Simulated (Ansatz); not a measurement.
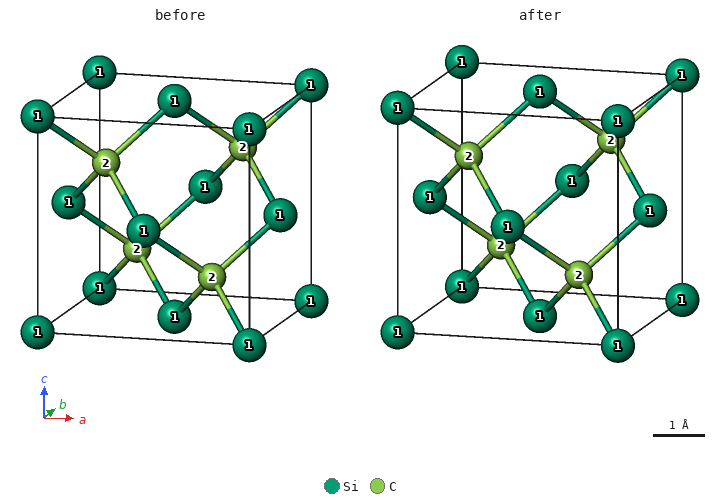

Left: solid SiC (built on the zincblende type) at its r2SCAN-relaxed geometry. Right: the same structure after one change, at the same scale. The picture is a ball-and-stick view of the conventional cell (4 times the calculation's cell), seen slightly off an axis. Lengths and directions refer to the drawn axes.

These are results of DFT, r2SCAN, plane waves, PAW (Ansatz), not measurements. Settings: plane-wave cutoff 500 eV; k-point mesh 10 × 10 × 10; occupations fixed; no spin polarisation.

Q: What was changed?

A: All lengths are scaled by +4.0 % (volume +12.5 %). The atoms were relaxed with r2SCAN under that strain, and this is a single point on that geometry.

Q: What does the change do?

A: The energy rises by 93.9 meV per atom. Pressure: 0.0 GPa before, −21.2 GPa after. All forces vanish by symmetry. Near-neighbour distances before and after: C–Si 1.886 → 1.962 Å. The space group stays F-43m (No. 216).
